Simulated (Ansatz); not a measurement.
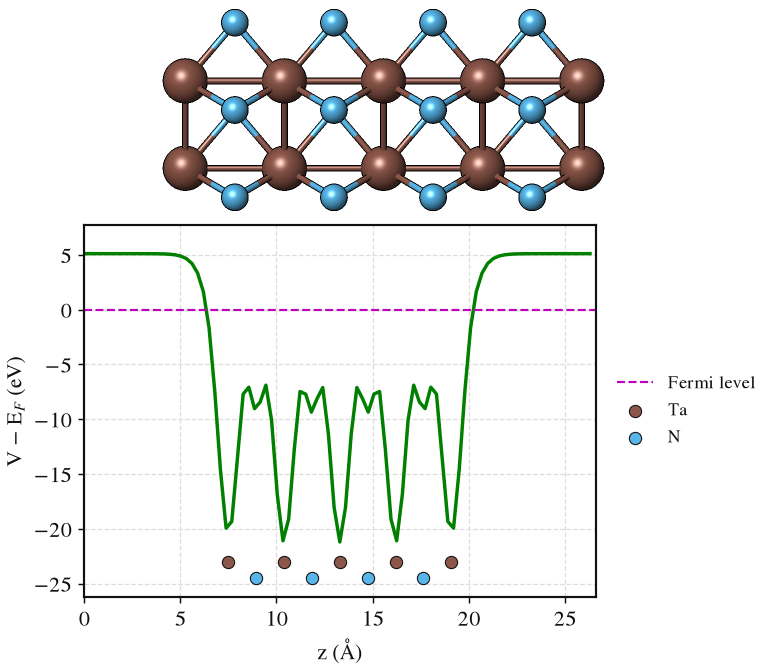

Plane-averaged electrostatic potential energy of an electron across the slab; circles at the bottom mark the heights of the atoms. The structure is drawn too.

System: a (001) slab cut from TaN (P-6m2), unrelaxed, of composition Ta5N4 (not the bulk's), ended by Ta planes, 9 atoms in the cell.

```cif
data_structure
_symmetry_space_group_name_H-M 'P 1'
_symmetry_Int_Tables_number 1
_cell_length_a 2.9502
_cell_length_b 2.9502
_cell_length_c 26.5911
_cell_angle_alpha 90.000
_cell_angle_beta 90.000
_cell_angle_gamma 120.000
_cell_volume 200.43
loop_
_atom_site_label
_atom_site_type_symbol
_atom_site_fract_x
_atom_site_fract_y
_atom_site_fract_z
_atom_site_occupancy
Ta1 Ta 0.33333 0.66667 0.28205 1
N1 N 0.00000 0.00000 0.33654 1
Ta2 Ta 0.33333 0.66667 0.39102 1
N2 N 0.00000 0.00000 0.44551 1
Ta3 Ta 0.33333 0.66667 0.50000 1
N3 N 0.00000 0.00000 0.55449 1
Ta4 Ta 0.33333 0.66667 0.60898 1
N4 N 0.00000 0.00000 0.66346 1
Ta5 Ta 0.33333 0.66667 0.71795 1
```

Ansatz 0.2.0; DFT PBE, scalar-relativistic, plane waves, PAW, no spin polarisation, 12×12×1 k mesh.

**Read off the work function of each face.**

The work function is 5.11 eV, the same on both faces. The two vacuum levels agree, so the slab has no net dipole along its normal.

**How thick are slab and vacuum?**

The outermost atoms are 11.6 Å apart, which leaves 15.0 Å of vacuum in a cell 26.6 Å high.

The electron count is odd and the run has no spin polarisation, so a magnetic state may lie lower. The atoms aren't at rest in this cell (largest force 0.4 eV/Å), so the relaxed material can differ. Spin-orbit coupling is left out, which matters for Ta.
